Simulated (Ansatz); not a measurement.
## Be16H: geometry relaxation (part 2 of 2)

Continued. System: Be16H (defect cell, 17 atoms in the cell). Method: DFT PBE, scalar-relativistic, plane waves, PAW, no spin polarisation (Ansatz 0.2.0); cutoff 420 eV, 4×4×3 k-mesh, Fermi–Dirac smearing of 0.15 eV. It belongs to a series of runs on one base structure; here: end point A relaxed.

Geometry of the input (Å; fractional positions):
```
-2.2900  -3.9664  0.0000
3.4350  -1.9832  0.0000
0.0000  0.0000  7.1769
Be 0.7500  0.5000  0.0000
Be 0.5000  0.3333  0.2500
Be 0.7500  0.5000  0.5000
Be 0.5000  0.3333  0.7500
Be 0.5000  0.0000  0.0000
Be 0.2500  0.8333  0.2500
Be 0.5000  0.0000  0.5000
Be 0.2500  0.8333  0.7500
Be 0.2500  0.5000  0.0000
Be -0.0000  0.3333  0.2500
Be 0.2500  0.5000  0.5000
Be -0.0000  0.3333  0.7500
Be 0.0000  0.0000  0.0000
Be 0.7500  0.8333  0.2500
Be 0.0000  0.0000  0.5000
Be 0.7500  0.8333  0.7500
H  0.7545  0.4921  0.3117
```

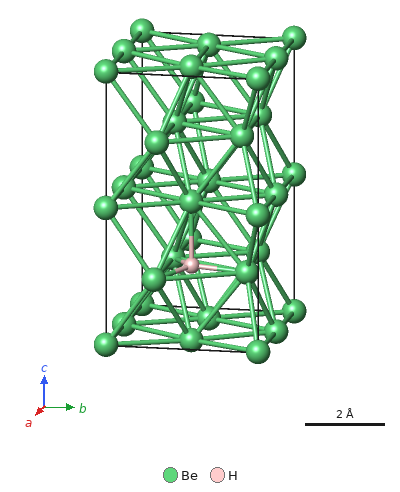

Figure 1. The geometry at step 4 of the log (ball-and-stick view of the cell of the calculation, seen slightly off an axis).

### Output, continued
```
--- Forces (eV/Å), atoms counted from 1 ---
  atom   1  Be     0.00152495     0.00084567    -0.00128869
  atom   2  Be     0.00210756     0.00780393    -0.00088972
  atom   3  Be    -0.00544238     0.00295904     0.00241805
  atom   4  Be     0.00090788    -0.00259811    -0.00239438
  atom   5  Be     0.00066234    -0.00333327     0.00152570
  atom   6  Be    -0.00172116     0.00078426    -0.00798697
  atom   7  Be     0.00022194     0.00486900    -0.00046853
  atom   8  Be     0.00412382    -0.00304912     0.00447459
  atom   9  Be     0.00007874     0.00036596     0.00222589
  atom  10  Be    -0.00349957    -0.00818057    -0.00164560
  atom  11  Be    -0.00247213     0.00040809    -0.00027581
  atom  12  Be     0.00109263     0.00063600    -0.00106075
  atom  13  Be     0.00385835     0.00397819     0.00091951
  atom  14  Be     0.00125314     0.00097212    -0.00542236
  atom  15  Be    -0.00486262    -0.00334095    -0.00038520
  atom  16  Be     0.00060344    -0.00012951     0.00148272
  atom  17  H      0.00156013    -0.00299117     0.00872510
  max |Σ_I F_I| component: 4.64e-5 eV/Å
--- Band table (eV; the first three rows and the last of 26) ---
  k-point 0: bands = ["-4.0412", "-1.8647", "-1.0921", "0.7843", "2.0550", "2.6330", "3.2473", "3.6094", "4.0319", "4.0942", "4.1457", "4.1574", "4.4430", "4.7600", "7.6538", "8.6291", "8.8723", "9.0169", "9.3310", "9.4762", "9.7988", "10.2324", "10.3219", "11.0293", "11.2389", "11.3851", "11.4860", "11.5169", "14.2306", "14.3287", "14.4623", "14.7570", "15.0035", "15.1181", "15.1873"]
  k-point 1: bands = ["-3.9462", "-2.4862", "-0.1782", "1.0221", "2.2749", "2.3782", "2.7322", "2.9893", "3.0668", "3.6309", "4.2705", "4.8885", "5.2743", "5.5776", "6.9297", "7.3365", "9.0681", "9.5714", "9.9286", "9.9600", "10.2937", "10.5225", "10.6091", "10.8298", "11.3287", "11.3389", "11.7640", "12.0455", "12.0719", "14.0434", "14.1646", "14.3457", "14.6107", "14.6440", "16.1305"]
  k-point 2: bands = ["-3.6881", "-1.5489", "-0.6400", "0.2171", "1.4531", "2.4013", "2.5483", "2.7884", "3.5503", "4.1634", "4.1818", "4.2683", "4.2827", "5.8150", "6.2238", "7.1883", "8.5593", "8.8121", "9.7704", "9.9631", "10.1247", "10.2254", "10.7293", "10.7902", "11.5234", "11.9381", "12.5746", "13.0268", "13.7100", "14.6909", "14.8425", "15.7535", "16.0691", "16.9058", "17.1074"]
  k-point 25: bands = ["-2.6844", "-0.0002", "0.0757", "0.0965", "0.5550", "0.7561", "0.8122", "0.8317", "2.9945", "3.5537", "3.6343", "3.6640", "5.2414", "5.6093", "5.7008", "5.7481", "10.1214", "10.5876", "10.9908", "11.0032", "12.2123", "12.4446", "12.8518", "12.9287", "13.6763", "13.6824", "13.9353", "14.1326", "15.0585", "15.1799", "15.3153", "15.4659", "15.5265", "15.7529", "15.8107"]
--- Relaxed structure (6 steps of the walk, 6 accepted, 0 SCFs on fresh bases) ---
  F+E_penalty+E_count = -1498.39729683 eV   max|allowed force component| = 8.728e-3 eV/Å
  atoms:
    - { symbol: Be, position: [0.7503329038469907, 0.5000845532817272, -0.004820491255216681] }
    - { symbol: Be, position: [0.4784890840468517, 0.31923877500881903, 0.25061712161444655] }
    - { symbol: Be, position: [0.7502331001414374, 0.5007866567100813, 0.5050138906014864] }
    - { symbol: Be, position: [0.49970168922707414, 0.33306298160796777, 0.7516062964803554] }
    - { symbol: Be, position: [0.500167467064928, -0.0007436607754511548, 0.0025987421411792925] }
    - { symbol: Be, position: [0.2502657415090266, 0.8212738078303092, 0.2532381766975005] }
    - { symbol: Be, position: [0.4986560995036549, -0.00038400231778742966, 0.5037069535021357] }
    - { symbol: Be, position: [0.2502600420371848, 0.8322471188610474, 0.7531133132923392] }
    - { symbol: Be, position: [0.25029300430037027, 0.4988824153271115, 0.0009137958749665513] }
    - { symbol: Be, position: [0.021979242291218212, 0.31919589576844976, 0.2506417996010542] }
    - { symbol: Be, position: [0.2502274162498255, 0.4987765897540788, 0.5041971779537413] }
    - { symbol: Be, position: [0.0008160543017681626, 0.3331163047142249, 0.751584191923812] }
    - { symbol: Be, position: [0.0005053564189743234, -0.0006923227065520793, 0.0026048234606850748] }
    - { symbol: Be, position: [0.7503103990058524, 0.8664070859530724, 0.25160236294180016] }
    - { symbol: Be, position: [0.0018237309794852776, -0.00037703246656840426, 0.5037142520083173] }
    - { symbol: Be, position: [0.7502746260449091, 0.8358814181928502, 0.7523112039861709] }
    - { symbol: H, position: [0.7502040430304473, 0.5019913152566203, 0.2790625891752261] }
```

### Trajectory as extended XYZ (Å, eV, eV/Å), 6 frames, from step=1 to step=6
```
17
Lattice="-2.2900 -3.9664 0.0000 3.4350 -1.9832 0.0000 0.0000 0.0000 7.1769" Properties=species:S:1:pos:R:3:forces:R:3 step=1 energy=-1498.06726
Be    0.0000   -3.9664    0.0000   -0.0004   0.0034  -0.6490
Be    0.0000   -2.6443    1.7942    0.0473   1.2367  -0.2962
Be    0.0000   -3.9664    3.5884    0.0437  -0.0087   1.6053
Be    0.0000   -2.6443    5.3826    0.0077   0.0352  -0.0148
Be   -1.1450   -1.9832    0.0000   -0.0037  -0.0249   0.1267
Be    2.2900   -2.6443    1.7942   -0.0754   0.0224   0.0471
Be   -1.1450   -1.9832    3.5884    0.0215   0.1168   0.0862
Be    2.2900   -2.6443    5.3826    0.0308  -0.0196   0.0091
Be    1.1450   -1.9832    0.0000    0.0144  -0.0126   0.0764
Be    1.1450   -0.6611    1.7942   -1.2547  -0.7656  -0.3839
Be    1.1450   -1.9832    3.5884    0.0081  -0.0295   0.0380
Be    1.1450   -0.6611    5.3826   -0.0251  -0.0225  -0.0203
Be    0.0000    0.0000    0.0000    0.0183   0.0142   0.1249
Be    1.1450   -4.6275    1.7942    0.9452  -0.5332  -0.2211
Be    0.0000    0.0000    3.5884   -0.0914  -0.0892   0.0986
Be    1.1450   -4.6275    5.3826    0.0266  -0.0137   0.0536
H    -0.0376   -3.9687    2.2371    0.2871   0.0908  -0.6805
17
Lattice="-2.2900 -3.9664 0.0000 3.4350 -1.9832 0.0000 0.0000 0.0000 7.1769" Properties=species:S:1:pos:R:3:forces:R:3 step=2 energy=-1498.26757
Be    0.0007   -3.9668   -0.0395   -0.0050   0.0023  -0.2482
Be    0.0026   -2.6042    1.7826    0.0219   0.6976  -0.1235
Be    0.0012   -3.9668    3.6171    0.0109  -0.0083   0.8579
Be    0.0015   -2.6388    5.3842   -0.0013  -0.0005  -0.0278
Be   -1.1435   -1.9824    0.0064   -0.0212  -0.0319   0.0600
Be    2.2754   -2.6374    1.8017   -0.0246   0.0120   0.0221
Be   -1.1442   -1.9756    3.5994    0.0074   0.0310   0.0497
Be    2.2915   -2.6461    5.3909   -0.0129   0.0077   0.0145
Be    1.1470   -1.9849   -0.0011    0.0077  -0.0055   0.0355
Be    1.1119   -0.6817    1.7820   -0.7132  -0.4406  -0.1657
Be    1.1426   -1.9839    3.5969    0.0121  -0.0086   0.0369
Be    1.1407   -0.6660    5.3836    0.0010   0.0019  -0.0293
Be   -0.0006   -0.0024    0.0063    0.0164   0.0337   0.0600
Be    1.1796   -4.6468    1.7872    0.5127  -0.2992  -0.0732
Be   -0.0072   -0.0067    3.5998   -0.0244  -0.0207   0.0508
Be    1.1524   -4.6324    5.3898    0.0221  -0.0127   0.0059
H    -0.0292   -3.9657    2.2108    0.1905   0.0418  -0.5255
17
Lattice="-2.2900 -3.9664 0.0000 3.4350 -1.9832 0.0000 0.0000 0.0000 7.1769" Properties=species:S:1:pos:R:3:forces:R:3 step=3 energy=-1498.38077
Be   -0.0017   -3.9668   -0.0601    0.0022  -0.0006   0.0298
Be    0.0065   -2.5418    1.7729   -0.0379  -0.0387   0.0913
Be    0.0031   -3.9691    3.6370   -0.0116   0.0054   0.0981
Be   -0.0004   -2.6384    5.3843    0.0092  -0.0018   0.0111
Be   -1.1486   -1.9845    0.0147    0.0095   0.0121  -0.0197
Be    2.2589   -2.6282    1.8137   -0.0195   0.0152  -0.0057
Be   -1.1420   -1.9720    3.6171   -0.0056  -0.0199  -0.0397
Be    2.2852   -2.6429    5.4055    0.0091  -0.0061  -0.0065
Be    1.1454   -1.9851   -0.0019   -0.0044   0.0043  -0.0120
Be    1.0589   -0.7179    1.7720   -0.0056   0.0312   0.0898
Be    1.1432   -1.9839    3.6149   -0.0086   0.0068  -0.0259
Be    1.1390   -0.6655    5.3836    0.0037  -0.0076   0.0141
Be   -0.0024    0.0014    0.0145   -0.0031  -0.0114  -0.0203
Be    1.2368   -4.6811    1.7855    0.0122  -0.0103   0.0990
Be   -0.0099   -0.0101    3.6172    0.0171   0.0132  -0.0412
Be    1.1594   -4.6371    5.3956   -0.0145   0.0087  -0.0017
H    -0.0090   -3.9656    2.1317    0.0477  -0.0003  -0.2604
17
Lattice="-2.2900 -3.9664 0.0000 3.4350 -1.9832 0.0000 0.0000 0.0000 7.1769" Properties=species:S:1:pos:R:3:forces:R:3 step=4 energy=-1498.39131
Be    0.0036   -3.9690   -0.0263   -0.0104   0.0015  -0.0026
Be   -0.0061   -2.5343    1.8127    0.0576   0.1528  -0.0526
Be   -0.0014   -3.9675    3.6118    0.0103  -0.0057   0.0897
Be    0.0009   -2.6466    5.3945   -0.0079   0.0124   0.0279
Be   -1.1465   -1.9837    0.0239   -0.0078   0.0003  -0.0124
Be    2.2445   -2.6198    1.8176    0.0096  -0.0058   0.0235
Be   -1.1460   -1.9751    3.6182    0.0022  -0.0175  -0.0144
Be    2.2907   -2.6464    5.4093   -0.0302   0.0198  -0.0015
Be    1.1364   -1.9793    0.0137    0.0160  -0.0106  -0.0179
Be    1.0499   -0.7147    1.8129   -0.1125  -0.1093  -0.0530
Be    1.1382   -1.9815    3.6203    0.0140  -0.0030   0.0032
Be    1.1457   -0.6635    5.3952   -0.0088   0.0009   0.0245
Be   -0.0006    0.0000    0.0242   -0.0082   0.0000  -0.0114
Be    1.2597   -4.6967    1.8199    0.0608  -0.0298  -0.0636
Be   -0.0080   -0.0071    3.6183    0.0109   0.0121  -0.0171
Be    1.1485   -4.6312    5.3988    0.0233  -0.0146   0.0221
H     0.0128   -3.9721    1.9330   -0.0189  -0.0035   0.0559
17
Lattice="-2.2900 -3.9664 0.0000 3.4350 -1.9832 0.0000 0.0000 0.0000 7.1769" Properties=species:S:1:pos:R:3:forces:R:3 step=5 energy=-1498.39730
Be   -0.0005   -3.9679   -0.0346    0.0015   0.0008  -0.0013
Be    0.0008   -2.5310    1.7986    0.0021   0.0078  -0.0009
Be    0.0022   -3.9689    3.6244   -0.0054   0.0030   0.0024
Be   -0.0002   -2.6425    5.3942    0.0009  -0.0026  -0.0024
Be   -1.1479   -1.9824    0.0187    0.0007  -0.0033   0.0015
Be    2.2480   -2.6214    1.8175   -0.0017   0.0008  -0.0080
Be   -1.1432   -1.9771    3.6150    0.0002   0.0049  -0.0005
Be    2.2857   -2.6431    5.4050    0.0041  -0.0030   0.0045
Be    1.1405   -1.9821    0.0066    0.0001   0.0004   0.0022
Be    1.0461   -0.7202    1.7988   -0.0035  -0.0082  -0.0016
Be    1.1403   -1.9817    3.6186   -0.0025   0.0004  -0.0003
Be    1.1424   -0.6639    5.3940    0.0011   0.0006  -0.0011
Be   -0.0035   -0.0006    0.0187    0.0038   0.0040   0.0009
Be    1.2579   -4.6943    1.8057    0.0013   0.0010  -0.0054
Be   -0.0055   -0.0065    3.6151   -0.0049  -0.0033  -0.0004
Be    1.1531   -4.6336    5.3992    0.0006  -0.0001   0.0015
H     0.0064   -3.9712    2.0028    0.0016  -0.0030   0.0087
17
Lattice="-2.2900 -3.9664 0.0000 3.4350 -1.9832 0.0000 0.0000 0.0000 7.1769" Properties=species:S:1:pos:R:3:forces:R:3 step=6 energy=-1498.39730
Be   -0.0005   -3.9679   -0.0346    0.0015   0.0008  -0.0013
Be    0.0008   -2.5310    1.7986    0.0021   0.0078  -0.0009
Be    0.0022   -3.9689    3.6244   -0.0054   0.0030   0.0024
Be   -0.0002   -2.6425    5.3942    0.0009  -0.0026  -0.0024
Be   -1.1479   -1.9824    0.0187    0.0007  -0.0033   0.0015
Be    2.2480   -2.6214    1.8175   -0.0017   0.0008  -0.0080
Be   -1.1432   -1.9771    3.6150    0.0002   0.0049  -0.0005
Be    2.2857   -2.6431    5.4050    0.0041  -0.0030   0.0045
Be    1.1405   -1.9821    0.0066    0.0001   0.0004   0.0022
Be    1.0461   -0.7202    1.7988   -0.0035  -0.0082  -0.0016
Be    1.1403   -1.9817    3.6186   -0.0025   0.0004  -0.0003
Be    1.1424   -0.6639    5.3940    0.0011   0.0006  -0.0011
Be   -0.0035   -0.0006    0.0187    0.0039   0.0040   0.0009
Be    1.2579   -4.6943    1.8057    0.0013   0.0010  -0.0054
Be   -0.0055   -0.0065    3.6151   -0.0049  -0.0033  -0.0004
Be    1.1531   -4.6336    5.3992    0.0006  -0.0001   0.0015
H     0.0064   -3.9712    2.0028    0.0016  -0.0030   0.0087
```

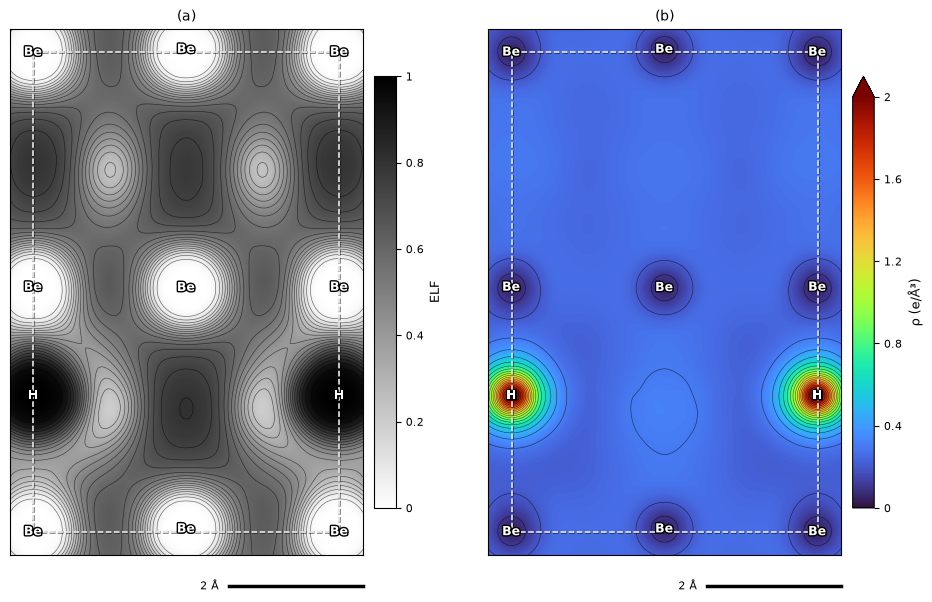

Figure 2. (a) electron localisation function; (b) valence electron density on the (010) plane of the calculation cell. The section cuts through Be and H sites. Be–Be (2.29 Å): ρ is about 0.26 e/Å³ halfway; the ELF peaks at about 0.65 between the atoms. Away from the nuclei the density in this plane falls to 0.21 e/Å³ at its lowest. In a PAW calculation such maps are meaningful between the atoms, not at the nuclei.

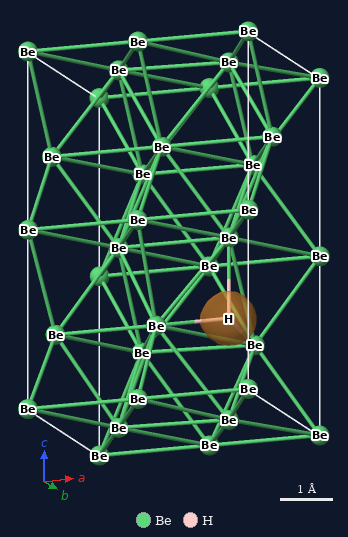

Figure 3. Isosurface of the ELF at 0.85 (orange), seen at an oblique angle. Core shells and regions of very low density are left out. Sticks mark near contacts. The outline is the calculation cell. The ELF exceeds this value in one region around a hydrogen nucleus, counted in one cell of 17 atoms. Along the contacts the grid gives the following. Be–H (1.45 Å): the ELF climbs to about 1 towards the hydrogen. Be–Be (2.09 Å): the ELF peaks at about 0.60 between the atoms.
